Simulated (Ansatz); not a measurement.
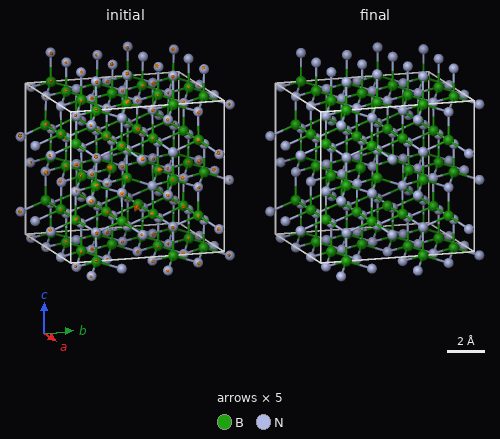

The structure of a defect cell of composition B48N47 (cell charge +1) before (left) and after (right) a relaxation, at one scale. The orange arrows give the displacements, magnified 5 times.

Style: ball-and-stick. Shown: the cell of the calculation, slightly off an axis.

All numbers below come from DFT, PBEsol, PAW, plane waves in Ansatz. Settings: plane-wave cutoff 420 eV; k-point mesh 1 × 1 × 1; mesh shifted by (0.25, 0.25, 0.25); no spin polarisation; atoms relaxed in a fixed cell; force threshold 0.03 eV/Å; at most 80 steps.

### What changed between the two?

The energy falls by 2.107 eV per cell of the calculation in 4 geometry steps. Largest force component: 2 eV/Å at the start, 0.0077 eV/Å at the end. The largest move is that of a B atom, 0.10 Å along [−1 −1 −3]. Largest moves by element: B 0.10 Å, N 0.05 Å. The cell doesn't change. Near-neighbour distances that change, for instance: B–N 1.613 → 1.533 Å, B–N 1.629 → 1.559 Å, B–N 1.585 → 1.522 Å, B–N 1.545 → 1.602 Å. Bond angles that change, for instance: N–B–N 107.5° → 112.8°, N–B–N 113.7° → 108.5°, B–N–B 113.2° → 109.0°.

Limits of the set-up: the periodic images lie only 7.6 Å apart, so the values are limited by the cell's size; the cell is charged, on a uniform background, and energies carry no finite-size correction.
